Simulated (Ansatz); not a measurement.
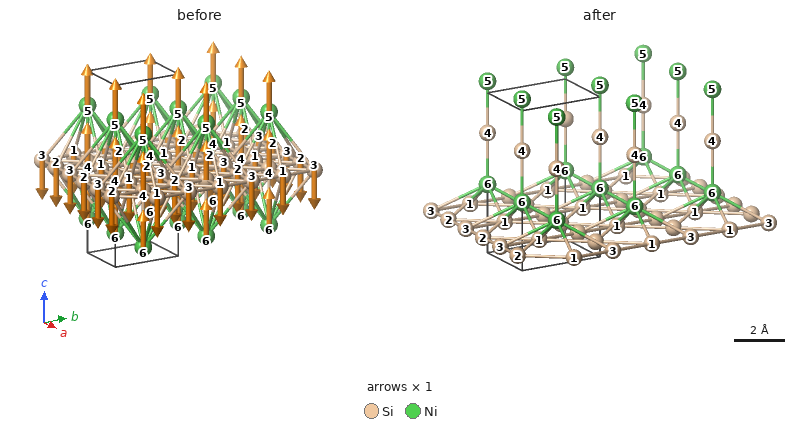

The structure of a crystal of Si2Ni (a generated structure, set up in P6/mmm) (coarse preliminary run) before (left) and after (right) a relaxation, at one scale. The orange arrows give the displacements (the part carried along by the change of the cell is left out), at their true length.

The picture is a ball-and-stick view of the cell of the calculation, repeated 2 × 2 × 1 with one cell outlined, seen slightly off an axis.

These are results of Ansatz 0.2.0, DFT PBE, scalar-relativistic, plane waves, PAW, not measurements.

Input file:
```yaml
crystal:
  lattice:
    - [3.76182181, 0.0, 0.0]
    - [-1.88091091, 3.25783326, 0.0]
    - [0.0, 0.0, 7.45626336]
  atoms:
    - { symbol: Si, position: [0.5, 0.0, 0.5] }
    - { symbol: Si, position: [0.0, 0.5, 0.5] }
    - { symbol: Si, position: [0.5, 0.5, 0.5] }
    - { symbol: Si, position: [0.0, 0.0, 0.5] }
    - { symbol: Ni, position: [0.0, 0.0, 0.81078274], spin: 2.0 }
    - { symbol: Ni, position: [0.0, 0.0, 0.18921726], spin: -2.0 }
basis:
  ecutwfc: 420
kpoints:
  mp_grid: { grid: [6, 6, 4] }
hamiltonian:
  xc: pbe
scf:
  occupations: { method: gaussian, width: 0.1 }
  lower_state_search: "off"
output:
  forces: true
  stress: true
  eigenvalues: true
  populations: true
magnetization:
  spin_polarized: true
relax:
  adjacent_minimum: "off"
  f_tol: 0.04
  max_steps: 70
  cell: { stress_tol: 0.4 }
```

Launched with:
```bash
ansatz run input.yaml --threads 1 --pin off --max-ram 2560MiB --backend cpu --events-out ev --progress --plain --runs-dir out
```

Summarise the run.

Over 28 accepted moves (31 points after the start) the energy falls by 4284 meV per atom. Largest force component: 0.27 eV/Å at the start, 0.018 eV/Å at the end. Pressure: 113.84 GPa at the start and 0.01 GPa at the end. The line search rejected the trial step at point 17 of the run. At 2 points the geometry stayed and the basis and grid were re-selected for the new cell (energy shift of 81.1 meV per atom at most each time). The largest move relative to the cell is that of Ni5, 1.72 Å along +c. By element the largest moves are Ni 1.72 Å, Si 1.64 Å. The drawn cell changes as follows: a = b 3.762 → 4.661 Å (+23.9 %), c 7.456 → 6.556 Å (−12.1 %); the volume changes by +35.0 %. Near-neighbour distances that change, for instance: Si1–Ni5 2.985 → 5.875 Å, Si1–Ni5 (another image) 5.472 → 2.605 Å, Si1–Si4 1.881 → 4.022 Å, Ni5–Ni6 2.822 → 2.327 Å. New bonds form: Ni5–Ni6 (2.82 → 2.33 Å). Bonds break: Si1–Si4 (1.88 → 4.02 Å), Si2–Si4 (1.88 → 4.02 Å), Si3–Si4 (1.88 → 4.02 Å). The space group stays P6/mmm (No. 191). The program noted that the starting moments weren't kept. The run may lie on a higher electronic state than the lowest, so the end point isn't shown to be the ground-state structure. Cost: 27 min on 1 thread of Intel(R) Xeon(R) Processor @ 2.50GHz (Skylake/Cascade Lake), with other jobs on the host, peak memory 0.48 GiB.
